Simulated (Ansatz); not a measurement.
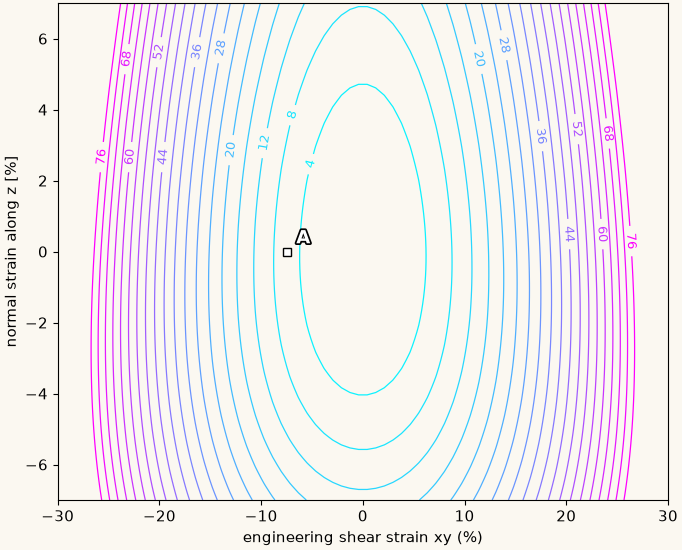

NaH (Fm-3m, No. 225; 2 atoms in the cell). The energy is mapped over two homogeneous strains (x, y and z along the cube axes). First axis: engineering shear strain xy. Second axis: normal strain along z. Nothing is relaxed (symmetry fixes all fractional coordinates). The scan uses a 9 × 9 grid; 45 points were computed and 36 follow by symmetry. Points are written as (first, second). All energies are given in meV/atom relative to the lowest grid point. All numbers below come from DFT r2SCAN, scalar-relativistic, plane waves, PAW (Ansatz 0.2.0). Settings: cutoff 520 eV, k-mesh 8×8×8, fermi-dirac smearing 0.2 eV, no spin polarisation.

In the figure: contour lines labelled in meV/atom (none above 76), the point A. Between grid points the surface is interpolated.

### Which way does the force act at A, and how strong is it?

A, at (−7.5 %, 0.00 %), is not a stationary point. The computed force is 1.6 meV/atom for each 1 % towards larger values of engineering shear strain xy and 0.092 meV/atom for each 1 % towards smaller values of normal strain along z.
